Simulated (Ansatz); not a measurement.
Geometry relaxation, with input and output: InAs (part 1 of 2)

InAs (slab, 16 atoms in the cell), computed with DFT PBE+D3(BJ), scalar-relativistic, plane waves, PAW, no spin polarisation (Ansatz 0.2.0).

The structure derives from an entry of the Crystallography Open Database. The input holds or restrains some coordinates. Forces given for the steps count only the free coordinates. It belongs to a series of runs on one base structure; here: clean slab, lower planes held. Figures and captions count atoms from 1; the log counts them from 0 in places.

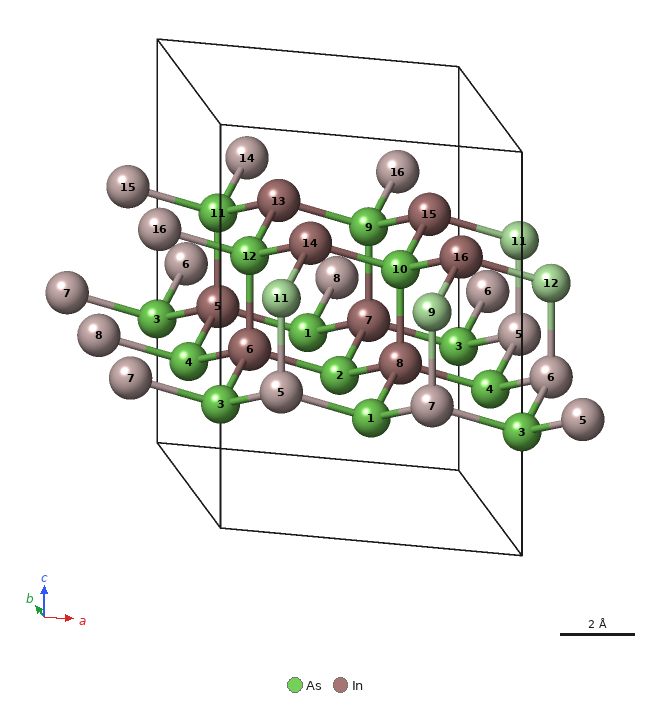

*The input geometry (ball-and-stick view of the cell of the calculation, with the vacuum cut short, seen slightly off an axis; neighbours outside the cell are drawn fainter; atoms are numbered from 1 in the order of the input). An atom can appear more than once, as a periodic image.*

The input:
```yaml
crystal:
  lattice:
    - [8.6438581911, 0.0, 0.0]
    - [-4.3219290956, 7.4858007802, 0.0]
    - [0.0, 0.0, 20.4110504119]
  atoms:
    - { symbol: As, position: [0.5, 0.0, 0.3919445515] }
    - { symbol: As, position: [0.5, 0.5, 0.3919445515] }
    - { symbol: As, position: [0.0, 0.0, 0.3919445515] }
    - { symbol: As, position: [0.0, 0.5, 0.3919445515] }
    - { symbol: In, position: [0.1666666667, 0.8333333333, 0.4351667309] }
    - { symbol: In, position: [0.1666666667, 0.3333333333, 0.4351667309] }
    - { symbol: In, position: [0.6666666667, 0.8333333333, 0.4351667309] }
    - { symbol: In, position: [0.6666666667, 0.3333333333, 0.4351667309] }
    - { symbol: As, position: [0.6666666667, 0.8333333333, 0.5648332691] }
    - { symbol: As, position: [0.6666666667, 0.3333333333, 0.5648332691] }
    - { symbol: As, position: [0.1666666667, 0.8333333333, 0.5648332691] }
    - { symbol: As, position: [0.1666666667, 0.3333333333, 0.5648332691] }
    - { symbol: In, position: [0.3333333333, 0.6666666667, 0.6080554485] }
    - { symbol: In, position: [0.3333333333, 0.1666666667, 0.6080554485] }
    - { symbol: In, position: [0.8333333333, 0.6666666667, 0.6080554485] }
    - { symbol: In, position: [0.8333333333, 0.1666666667, 0.6080554485] }
basis:
  ecutwfc: 420
kpoints:
  mp_grid: { grid: [3, 3, 1] }
hamiltonian:
  xc: pbe
  dispersion: d3bj
scf:
  occupations: { method: gaussian, width: 0.1 }
output:
  forces: true
  eigenvalues: true
  write_density: true
  write_potential: true
  elf: true
  volumetric_format: npy
relax:
  adjacent_minimum: "off"
  f_tol: 0.03
  max_steps: 70
  constraints: [{ sites: [0, 1, 2, 3, 4, 5, 6, 7] }]
efield:
  axis: 3
  dipole_correction: true
  ramp_width: 0.04
```

Launched with:
```bash
ansatz run input.yaml --threads 4 --pin off --max-ram 10240MiB --backend cpu --events-out ev --progress --plain --runs-dir out
```

What the program printed:
```
Engine: ansatz 0.2.0, aarch64-unknown-linux-gnu
Pseudopotentials: kind: paw
Pseudopotential: As, paw, valence charge 15, recommended cutoff 420 eV (normal), As.paw.azcp
Pseudopotential: In, paw, valence charge 13, recommended cutoff 420 eV (normal), In.paw.azcp
Functional definition: PBE
  parameter kappa = 0.804
  parameter beta = 0.06672455060314922
  exchange = pbe_x(kappa = kappa, mu = beta*pi^2/3)
  correlation = pbe_c(beta = beta)
Crystal: 16 atoms, lattice volume = 1320.722 Å³
Basis set: ecut = 420 eV, 25803 PW (Γ), exchange–correlation on 120×120×288 points (8 copies of the dense FFT grid, shifted against one another)
Bands: 135, of which v1, the nominal top of the filled ones, is band 112 counted from 1 (111 counted from 0)
Symmetry: 24 space group operations
Space group: P3m1 (ITA 156), of the structure as read, at distance tolerance 1.1e-4 Å
k-points: 3 of 9 (time reversal used)
Non-local potential: As, projectors of the file, l = 0: 2, l = 1: 2, l = 2: 3, l = 3: 1
Non-local potential: In, projectors of the file, l = 0: 2, l = 1: 2, l = 2: 2, l = 3: 2
PAW form: soft (Blöchl's): semilocal exchange-correlation on the pseudo side does not see the compensation charge
PAW one-centre angular grid: As, 590 points (default); XC on 64 Gauss nodes
PAW one-centre angular grid: In, 590 points (default); XC on 64 Gauss nodes
Initial density: superposition of atomic densities (neutral atoms: chi_scale 0, normalization atom), corrected by the library's trained network
Initial wavefunctions: pseudopotential atomic-orbital guess
Functional: x = pbe(κ = 0.804, μ = 0.2195149727645171), c = pbe(β = 0.06672455060314922)
SCF iter   1: F=—  HF=-83633.306681 eV  |F-HF|=—  |Δ(HF+E_count)|=         —  Δρ=2.09e-3  dr2=5.15e-1  ethr=1.77e-3  p=0.705 e·Å  D=9.66e-2 V/Å  ΔV_dip=-1.97 eV  dr2_dipole=1.45e-1  V_vac-E_F(+/−)=3.23/5.20 eV  ⟨swp⟩=6.3  Hψ=1623  notcnv=0  defer=8
efield: sawtooth ramp at fractional position 0.9800 (placed from the atoms, in the widest stretch of the axis that holds none; the zero of the levels goes with the place), width 0.0400; the density the first Hamiltonian is built on has a dipole p = 0.705 e·Å; the dipole correction subtracts the counter field D = 9.66e-2 V/Å, which shifts the + side's vacuum level by -1.97 eV against the − side's; the planar-averaged density in the ramp window peaks in size at 4.1e-6 e/Å³
preconditioner: auto → Resta (q_TF=auto, 2.030 Å⁻¹)  ε∞=1.9  [insulator: Δε(μ)=0.309 eV  Ē_g=13.105 eV  σ=0.100 eV  W_gap=0.97  n_scr=186 (ndim 8)  ℏωp=12.3 eV  f_vac=0.615  D(μ)=0.51/eV (n_scr^D=0)  ε∞_Penn≈1.9  vacuum switching on, ρ_ref=1.2e-2 e/Å³]
SCF iter   2: F=—  HF=-83634.150922 eV  |F-HF|=—  |Δ(HF+E_count)|=   8.44e-1  Δρ=9.62e-3  dr2=2.10e1  ethr=2.30e-4  p=1.115 e·Å  D=1.53e-1 V/Å  ΔV_dip=-3.12 eV  dr2_dipole=9.36e0  V_vac-E_F(+/−)=2.64/5.75 eV  ⟨swp⟩=3.3  Hψ=689  notcnv=0  defer=40  recentre
preconditioner: auto → LDOS  [insulator: Δε(μ)=0.136 eV  Ē_g=12.982 eV  σ=0.100 eV  W_gap=0.65  n_scr=186 (ndim 8)  ℏωp=12.3 eV  f_vac=0.615  D(μ)=14.45/eV (n_scr^D=50)  ε∞_Penn≈1.9  β→1.0]
SCF iter   3: F=—  HF=-83633.285496 eV  |F-HF|=—  |Δ(HF+E_count)|=   8.65e-1  Δρ=1.67e-3  dr2=3.44e-1  ethr=2.30e-4  p=0.717 e·Å  D=9.82e-2 V/Å  ΔV_dip=-2.00 eV  dr2_dipole=9.46e-2  V_vac-E_F(+/−)=3.21/5.21 eV  ⟨swp⟩=3.3  Hψ=662  notcnv=0  defer=40
SCF iter   4: F=—  HF=-83633.261347 eV  |F-HF|=—  |Δ(HF+E_count)|=   2.41e-2  Δρ=1.24e-3  dr2=8.61e-2  ethr=1.54e-4  p=0.751 e·Å  D=1.03e-1 V/Å  ΔV_dip=-2.10 eV  dr2_dipole=8.12e-3  V_vac-E_F(+/−)=3.15/5.25 eV  ⟨swp⟩=1.0  Hψ=432  notcnv=0  defer=16
SCF iter   5: F=—  HF=-83633.249776 eV  |F-HF|=—  |Δ(HF+E_count)|=   1.16e-2  Δρ=6.78e-4  dr2=4.67e-2  ethr=3.84e-5  p=0.773 e·Å  D=1.06e-1 V/Å  ΔV_dip=-2.16 eV  dr2_dipole=2.01e-2  V_vac-E_F(+/−)=3.10/5.26 eV  ⟨swp⟩=2.0  Hψ=433  notcnv=0  defer=16
SCF iter   6: F=—  HF=-83633.247274 eV  |F-HF|=—  |Δ(HF+E_count)|=   2.50e-3  Δρ=3.02e-4  dr2=6.60e-3  ethr=2.09e-5  p=0.755 e·Å  D=1.03e-1 V/Å  ΔV_dip=-2.11 eV  dr2_dipole=2.72e-3  V_vac-E_F(+/−)=3.13/5.24 eV  ⟨swp⟩=1.0  Hψ=366  notcnv=0  defer=16
SCF iter   7: F=—  HF=-83633.247267 eV  |F-HF|=—  |Δ(HF+E_count)|=   6.85e-6  Δρ=1.02e-4  dr2=1.48e-3  ethr=2.95e-6  p=0.745 e·Å  D=1.02e-1 V/Å  ΔV_dip=-2.08 eV  dr2_dipole=7.30e-4  V_vac-E_F(+/−)=3.14/5.22 eV  ⟨swp⟩=2.0  Hψ=462  notcnv=0  defer=27
SCF iter   8: F=—  HF=-83633.247251 eV  |F-HF|=—  |Δ(HF+E_count)|=   1.54e-5  Δρ=3.38e-5  dr2=2.08e-4  ethr=6.63e-7  p=0.739 e·Å  D=1.01e-1 V/Å  ΔV_dip=-2.07 eV  dr2_dipole=8.98e-5  V_vac-E_F(+/−)=3.15/5.22 eV  ⟨swp⟩=1.3  Hψ=383  notcnv=0  defer=38
SCF iter   9: F=—  HF=-83633.247243 eV  |F-HF|=—  |Δ(HF+E_count)|=   8.30e-6  Δρ=1.68e-5  dr2=3.63e-5  ethr=9.27e-8  p=0.737 e·Å  D=1.01e-1 V/Å  ΔV_dip=-2.06 eV  dr2_dipole=1.12e-5  V_vac-E_F(+/−)=3.16/5.22 eV  ⟨swp⟩=2.0  Hψ=427  notcnv=0  defer=38
SCF iter  10: F=-83633.247242 eV  HF=-83633.247241 eV  |F-HF|=1.20e-7  |Δ(HF+E_count)|=   1.54e-6  Δρ=2.77e-6  dr2=2.09e-7  ethr=1.00e-8  p=0.737 e·Å  D=1.01e-1 V/Å  ΔV_dip=-2.06 eV  dr2_dipole=2.06e-13  V_vac-E_F(+/−)=3.16/5.22 eV  ⟨swp⟩=22.7  Hψ=4133  notcnv=0
SCF 1 converged in 10 iterations: F = -83633.247242 eV  dr2 = 2.09e-7
  greatest PAW one-centre occupation: 0.999 electrons in one spin orbital (limit 2), on the As atom at site 3 (counted from 0), in its partial waves of l = 2
relax step   1: F+E_penalty+E_count = -83633.24724160 eV  Δ(F+E_penalty+E_count) = +0.000e0 eV  max|allowed force component| = 9.479e-1 eV/Å  Δτ_max = 0.0000 Å  (10 SCF iters, dr2 threshold 2.25e-5 eV, accepted)
Initial density: handed on by an earlier stage of this run
Initial wavefunctions: those handed on with the density
iter 1 solved again at ethr=1.76e-4 eV; its pass at ethr=3.10e-3 eV (dr2=3.94e-1 eV) is discarded
SCF iter   1: F=—  HF=-83633.632126 eV  |F-HF|=—  |Δ(HF+E_count)|=         —  Δρ=3.13e-3  dr2=3.93e-1  ethr=1.76e-4  p=0.737 e·Å  D=1.01e-1 V/Å  ΔV_dip=-2.06 eV  dr2_dipole=8.32e-2  V_vac-E_F(+/−)=3.20/5.26 eV  ⟨swp⟩=1.0  Hψ=1270  notcnv=0  defer=32
efield: sawtooth ramp at fractional position 0.9800 (handed on by an earlier solve), width 0.0400; the density the first Hamiltonian is built on has a dipole p = 0.737 e·Å; the dipole correction subtracts the counter field D = 1.01e-1 V/Å, which shifts the + side's vacuum level by -2.06 eV against the − side's; the planar-averaged density in the ramp window peaks in size at 1.6e-7 e/Å³
preconditioner: auto → LDOS  [insulator: Δε(μ)=0.386 eV  Ē_g=13.079 eV  σ=0.100 eV  W_gap=0.60  n_scr=186 (ndim 8)  ℏωp=12.3 eV  f_vac=0.613  D(μ)=3.31/eV (n_scr^D=4)  ε∞_Penn≈1.9  β→1.0]
SCF iter   2: F=—  HF=-83633.641491 eV  |F-HF|=—  |Δ(HF+E_count)|=   9.37e-3  Δρ=2.36e-3  dr2=3.61e-1  ethr=1.75e-4  p=0.861 e·Å  D=1.18e-1 V/Å  ΔV_dip=-2.41 eV  dr2_dipole=4.72e-2  V_vac-E_F(+/−)=3.07/5.47 eV  ⟨swp⟩=3.0  Hψ=566  notcnv=0  defer=32
SCF iter   3: F=—  HF=-83633.583564 eV  |F-HF|=—  |Δ(HF+E_count)|=   5.79e-2  Δρ=5.59e-4  dr2=1.58e-2  ethr=1.61e-4  p=0.789 e·Å  D=1.08e-1 V/Å  ΔV_dip=-2.21 eV  dr2_dipole=2.57e-3  V_vac-E_F(+/−)=3.10/5.31 eV  ⟨swp⟩=3.0  Hψ=661  notcnv=0  defer=36
SCF iter   4: F=—  HF=-83633.581784 eV  |F-HF|=—  |Δ(HF+E_count)|=   1.78e-3  Δρ=1.22e-4  dr2=4.17e-4  ethr=7.05e-6  p=0.801 e·Å  D=1.10e-1 V/Å  ΔV_dip=-2.24 eV  dr2_dipole=6.80e-5  V_vac-E_F(+/−)=3.09/5.33 eV  ⟨swp⟩=2.0  Hψ=525  notcnv=0  defer=36
SCF iter   5: F=-83633.581770 eV  HF=-83633.581788 eV  |F-HF|=1.78e-5  |Δ(HF+E_count)|=   4.34e-6  Δρ=3.24e-5  dr2=3.67e-5  ethr=2.51e-8  p=0.802 e·Å  D=1.10e-1 V/Å  ΔV_dip=-2.24 eV  dr2_dipole=9.95e-6  V_vac-E_F(+/−)=3.09/5.33 eV  ⟨swp⟩=19.7  Hψ=4268  notcnv=0
SCF 2 converged in 5 iterations: F = -83633.581770 eV  dr2 = 3.67e-5
relax step   2: F+E_penalty+E_count = -83633.58177001 eV  Δ(F+E_penalty+E_count) = -3.345e-1 eV  max|allowed force component| = 4.652e-2 eV/Å  Δτ_max = 0.1945 Å  (5 SCF iters, dr2 threshold 5.62e-5 eV, accepted)
iter 1 solved again at ethr=1.64e-8 eV; its pass at ethr=3.10e-3 eV (dr2=3.66e-5 eV) is discarded
SCF iter   1: F=—  HF=-83633.581850 eV  |F-HF|=—  |Δ(HF+E_count)|=         —  Δρ=3.24e-5  dr2=3.66e-5  ethr=1.64e-8  p=0.802 e·Å  D=1.10e-1 V/Å  ΔV_dip=-2.24 eV  dr2_dipole=9.93e-6  V_vac-E_F(+/−)=3.09/5.33 eV  ⟨swp⟩=1.0  Hψ=960  notcnv=0
efield: sawtooth ramp at fractional position 0.9800 (handed on by an earlier solve), width 0.0400; the density the first Hamiltonian is built on has a dipole p = 0.802 e·Å; the dipole correction subtracts the counter field D = 1.10e-1 V/Å, which shifts the + side's vacuum level by -2.24 eV against the − side's; the planar-averaged density in the ramp window peaks in size at 4.0e-7 e/Å³
preconditioner: auto → LDOS  [insulator: Δε(μ)=0.237 eV  Ē_g=13.082 eV  σ=0.100 eV  W_gap=0.51  n_scr=186 (ndim 8)  ℏωp=12.3 eV  f_vac=0.614  D(μ)=2.66/eV (n_scr^D=2)  ε∞_Penn≈1.9  β→1.0]
SCF iter   2: F=—  HF=-83633.581804 eV  |F-HF|=—  |Δ(HF+E_count)|=   4.58e-5  Δρ=2.22e-5  dr2=8.51e-6  ethr=1.64e-8  p=0.803 e·Å  D=1.10e-1 V/Å  ΔV_dip=-2.25 eV  dr2_dipole=1.53e-7  V_vac-E_F(+/−)=3.08/5.33 eV  ⟨swp⟩=2.0  Hψ=582  notcnv=0
SCF iter   3: F=—  HF=-83633.581803 eV  |F-HF|=—  |Δ(HF+E_count)|=   1.01e-6  Δρ=1.07e-5  dr2=3.31e-6  ethr=3.80e-9  p=0.803 e·Å  D=1.10e-1 V/Å  ΔV_dip=-2.25 eV  dr2_dipole=8.01e-7  V_vac-E_F(+/−)=3.09/5.33 eV  ⟨swp⟩=2.3  Hψ=763  notcnv=0
SCF iter   4: F=—  HF=-83633.581803 eV  |F-HF|=—  |Δ(HF+E_count)|=   1.42e-7  Δρ=4.74e-6  dr2=6.74e-7  ethr=1.48e-9  p=0.803 e·Å  D=1.10e-1 V/Å  ΔV_dip=-2.25 eV  dr2_dipole=1.62e-7  V_vac-E_F(+/−)=3.08/5.33 eV  ⟨swp⟩=2.0  Hψ=573  notcnv=0
SCF iter   5: F=-83633.581803 eV  HF=-83633.581803 eV  |F-HF|=1.87e-8  |Δ(HF+E_count)|=   3.35e-8  Δρ=1.00e-6  dr2=3.15e-8  ethr=4.46e-11  p=0.803 e·Å  D=1.10e-1 V/Å  ΔV_dip=-2.25 eV  dr2_dipole=8.61e-9  V_vac-E_F(+/−)=3.08/5.33 eV  ⟨swp⟩=13.0  Hψ=2911  notcnv=0
SCF 3 converged in 5 iterations: F = -83633.581803 eV  dr2 = 3.15e-8
relax step   3: F+E_penalty+E_count = -83633.58180281 eV  Δ(F+E_penalty+E_count) = -3.280e-5 eV  max|allowed force component| = 4.695e-2 eV/Å  Δτ_max = 0.0000 Å  (5 SCF iters, accepted)
SCF iter   1: F=—  HF=-83633.582935 eV  |F-HF|=—  |Δ(HF+E_count)|=         —  Δρ=2.43e-4  dr2=1.41e-3  ethr=1.30e-5  p=0.803 e·Å  D=1.10e-1 V/Å  ΔV_dip=-2.25 eV  dr2_dipole=7.34e-5  V_vac-E_F(+/−)=3.09/5.33 eV  ⟨swp⟩=2.0  Hψ=660  notcnv=0  defer=37
efield: sawtooth ramp at fractional position 0.9800 (handed on by an earlier solve), width 0.0400; the density the first Hamiltonian is built on has a dipole p = 0.803 e·Å; the dipole correction subtracts the counter field D = 1.10e-1 V/Å, which shifts the + side's vacuum level by -2.25 eV against the − side's; the planar-averaged density in the ramp window peaks in size at 1.5e-7 e/Å³
preconditioner: auto → LDOS  [insulator: Δε(μ)=0.251 eV  Ē_g=13.081 eV  σ=0.100 eV  W_gap=0.50  n_scr=186 (ndim 8)  ℏωp=12.3 eV  f_vac=0.613  D(μ)=2.56/eV (n_scr^D=2)  ε∞_Penn≈1.9  β→1.0]
SCF iter   2: F=—  HF=-83633.583033 eV  |F-HF|=—  |Δ(HF+E_count)|=   9.87e-5  Δρ=1.62e-4  dr2=1.31e-3  ethr=6.31e-7  p=0.805 e·Å  D=1.10e-1 V/Å  ΔV_dip=-2.25 eV  dr2_dipole=2.06e-9  V_vac-E_F(+/−)=3.09/5.34 eV  ⟨swp⟩=2.0  Hψ=685  notcnv=0  defer=37
SCF iter   3: F=—  HF=-83633.582781 eV  |F-HF|=—  |Δ(HF+E_count)|=   2.53e-4  Δρ=4.45e-5  dr2=8.09e-5  ethr=5.84e-7  p=0.804 e·Å  D=1.10e-1 V/Å  ΔV_dip=-2.25 eV  dr2_dipole=1.31e-6  V_vac-E_F(+/−)=3.08/5.33 eV  ⟨swp⟩=2.0  Hψ=585  notcnv=0  defer=37
SCF iter   4: F=—  HF=-83633.583002 eV  |F-HF|=—  |Δ(HF+E_count)|=   2.21e-4  Δρ=8.60e-6  dr2=1.79e-6  ethr=3.61e-8  p=0.805 e·Å  D=1.10e-1 V/Å  ΔV_dip=-2.25 eV  dr2_dipole=1.17e-7  V_vac-E_F(+/−)=3.08/5.33 eV  ⟨swp⟩=2.0  Hψ=525  notcnv=0  defer=37
SCF iter   5: F=—  HF=-83633.583002 eV  |F-HF|=—  |Δ(HF+E_count)|=   4.18e-7  Δρ=3.05e-6  dr2=3.36e-7  ethr=7.98e-10  p=0.805 e·Å  D=1.10e-1 V/Å  ΔV_dip=-2.25 eV  dr2_dipole=1.01e-7  V_vac-E_F(+/−)=3.08/5.33 eV  ⟨swp⟩=2.0  Hψ=584  notcnv=0  defer=37
SCF iter   6: F=-83633.583003 eV  HF=-83633.583003 eV  |F-HF|=3.53e-8  |Δ(HF+E_count)|=   7.79e-8  Δρ=8.24e-7  dr2=1.34e-8  ethr=4.46e-11  p=0.805 e·Å  D=1.10e-1 V/Å  ΔV_dip=-2.25 eV  dr2_dipole=1.67e-9  V_vac-E_F(+/−)=3.08/5.33 eV  ⟨swp⟩=16.7  Hψ=2994  notcnv=0
SCF 4 converged in 6 iterations: F = -83633.583003 eV  dr2 = 1.34e-8
relax step   4: F+E_penalty+E_count = -83633.58300259 eV  Δ(F+E_penalty+E_count) = -1.200e-3 eV  max|allowed force component| = 5.814e-3 eV/Å  Δτ_max = 0.0163 Å  (6 SCF iters, accepted)
```

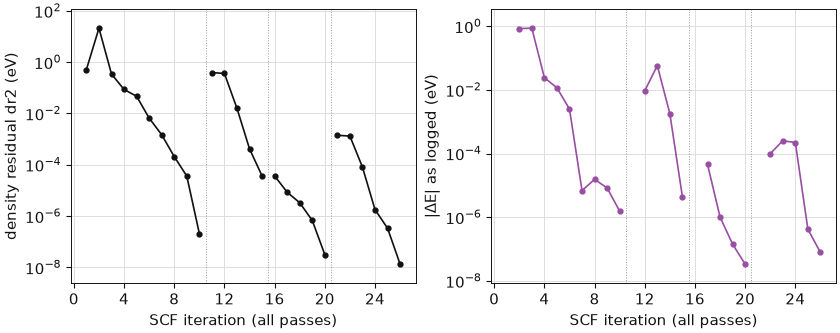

*Convergence of the self-consistent field: density residual dr2 and size of the energy change against the SCF iteration. The dotted lines part the SCF passes of the relaxation: geometry steps, rejected trials and re-solves on a re-selected basis.*

The passes take 10, 5, 5 and 6 iterations.

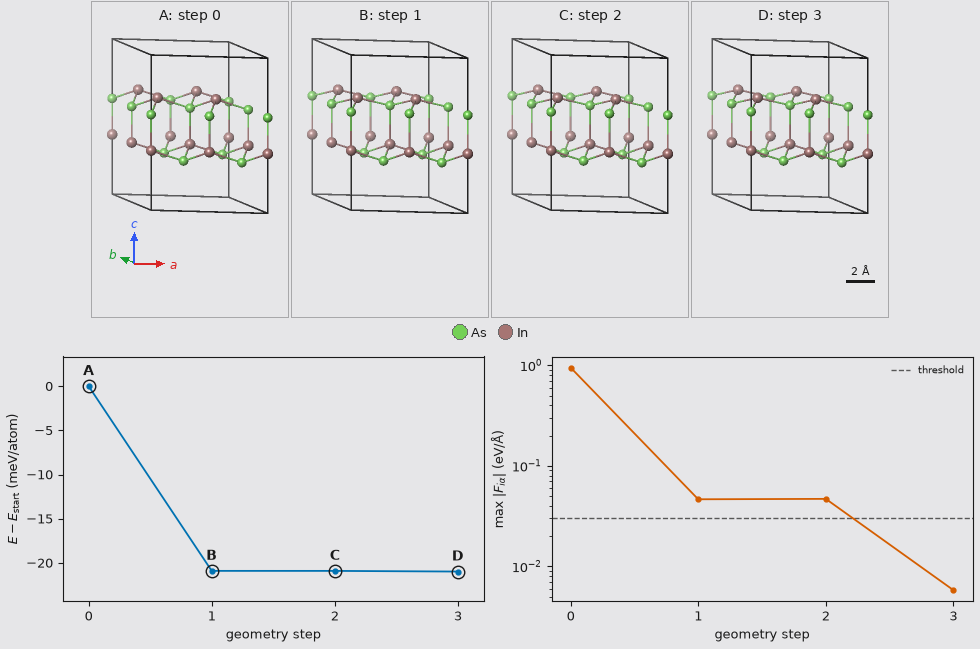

*Frames of the restrained relaxation (ball-and-stick view of the cell of the calculation, with the vacuum cut short (origin shifted), seen slightly off an axis) above the curves, on which the letters mark them (the first geometry is step 0 here and step 1 in the log).*

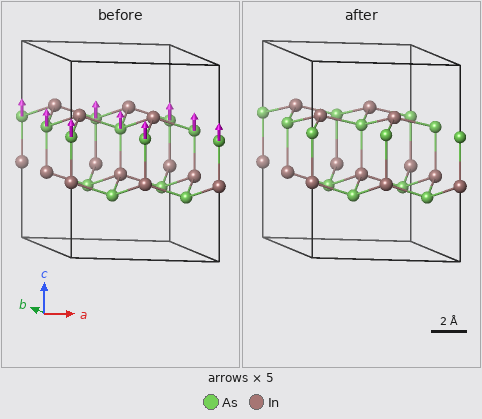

*Before (left) and after (right) the restrained relaxation, at one scale (ball-and-stick view of the cell of the calculation, with the vacuum cut short (origin shifted), seen slightly off an axis). The pink arrows give the displacements, magnified 5 times.*

Over 3 geometry steps the energy falls by 21.0 meV per atom. Largest force component: 0.95 eV/Å at the start, 0.0058 eV/Å at the end. The largest moves, 0.21 Å, are those of As9, As10, As11 and As12. In stays in place. The cell stays as it was. Among the contacts that change: In5–As11 2.647 → 2.857 Å, As10–In14 2.647 → 2.583 Å. Among the angles that change: In8–As10–In14 109.5° → 105.0°, As9–In13–As11 109.5° → 113.6°, In14–As10–In15 109.5° → 113.6°. (Atoms are counted from 1 in the order of the input.)

```
SCF converged after 6 iterations
Free energy (F): -83633.583003 eV
Harris-Foulkes:  -83633.583003 eV  (|F-HF|=3.53e-8)
Internal energy: -83633.570230 eV  (E = F + TS)
E sigma→0 (E₀):  -83633.576616 eV
Entropy (-TS):   -0.012773 eV (-0.798 meV/atom)
Fermi energy:    -0.064123 eV
Dipole field:    D = 0.110262 V/Å  (p = 0.804779 e·Å, saw-weighted, corrected)
Work function:   Φ+ = 3.0826 eV   Φ− = 5.3331 eV
Levels:          The Fermi level and band energies are counted from a zero that moves with the ramp; work functions are not
```
